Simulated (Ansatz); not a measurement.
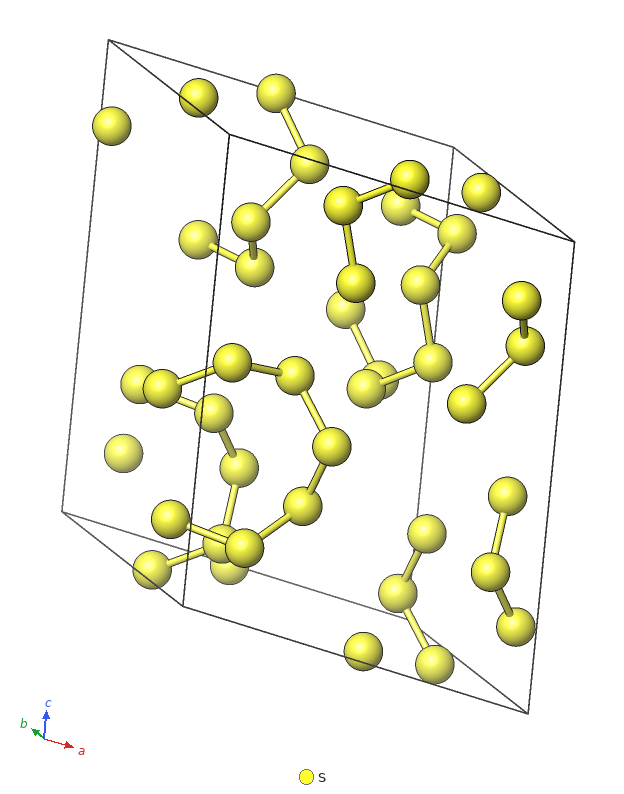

Crystal structure, ball-and-stick style, seen slightly off an axis. The wireframe shows the unit cell.

The composition is S.

> What is the coordination of S?

Two S in a bent arrangement.

> Is the bonded network molecular, chain-like, layered or three-dimensional?

The bonds build separate S8 groups.

The cell started as a structure type known for this element. It was relaxed at fixed volume with Ansatz, DFT r2SCAN, scalar-relativistic, plane waves, PAW.
